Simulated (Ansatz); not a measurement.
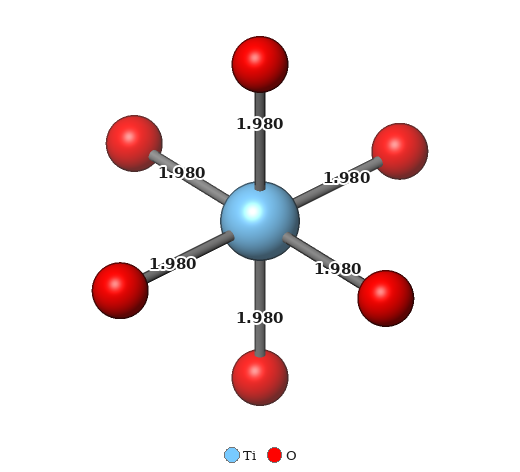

The surroundings of site Ti1 (at 0.500, 0.500, 0.500) in BaTiO3 in space group Pm-3m, with bond lengths in Å.

Source of the atomic positions: coordinates from a relaxation (final pressure about 5 GPa) with DFT, PAW plane waves, r2scan (Ansatz).

```xyz
5
Lattice="3.9594 0.0000 0.0000 0.0000 3.9594 0.0000 0.0000 0.0000 3.9594" Properties=species:S:1:pos:R:3 pbc="T T T"
Ba    0.0000    0.0000    0.0000
Ti    1.9797    1.9797    1.9797
O     1.9797    1.9797    0.0000
O     1.9797    0.0000    1.9797
O     0.0000    1.9797    1.9797
```

Bond valence s = exp((R0 − d)/b), R0 fitted to published crystal structures with b = 0.37 Å; R0 in Å: Ti4+–O 1.801.

Calculate the bond-valence sum of Ti1 from the bonds drawn.

6 × 0.616 = 3.70 v.u., against a formal valence of 4: underbonded (bonds long for this ion) by 0.30.

Further R0 (Å): Ba2+–O 2.279.

And over the whole structure?

```
site              x, y, z  formal valence  bond-valence sum  difference
 Ba1  0.000, 0.000, 0.000              +2              2.96        0.96
 Ti1  0.500, 0.500, 0.500              +4              3.72       -0.28
  O1  0.500, 0.500, 0.000              −2              2.23        0.23
```

These sums include all anions within 5 Å. The global instability index (root mean square of the differences over all atoms) is 0.48 v.u.: above 0.2, which by the usual rule of thumb marks a strained structure.
